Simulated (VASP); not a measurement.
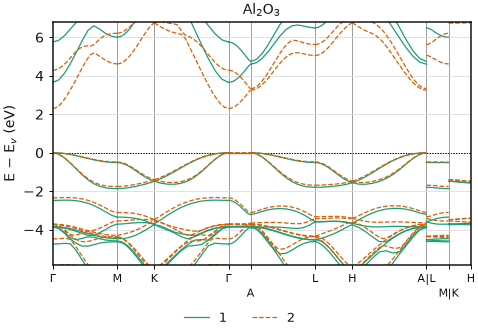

Band structures of Al2O3, space group P-3m1, 5 atoms in the cell (a = 3.017 Å, c = 7.575 Å (hexagonal axes)), by two methods on the same cell. Each is counted from its own valence-band top.

Which curve is which? The methods: HSE03, PBE.

Answer. 1 is HSE03; 2 is PBE. HSE03 gives a gap of 3.66 eV along the path and PBE gives a gap of 2.30 eV along the path.

Settings. HSE03: VASP PAW PBE potentials, release 64 (Al, O), no spin polarisation, no spin-orbit coupling, 6×6×2 k mesh, 520 eV cutoff, Gaussian smearing of 0.02 eV (VASP). PBE: VASP PAW PBE potentials, release 64 (Al_GW, O_GW), no spin polarisation, no spin-orbit coupling, 7×7×3 k mesh, 900 eV cutoff, Fermi-Dirac smearing of 0.05 eV (VASP 6.6.1).

The cell is at −1 GPa in PBE and −5 GPa in HSE03. The usual form of Al2O3 is corundum. LDA, GGA and most meta-GGA functionals understate gaps. HSE03: the PAW data sets were made with another functional. HSE03: the k mesh is thin for exact exchange.
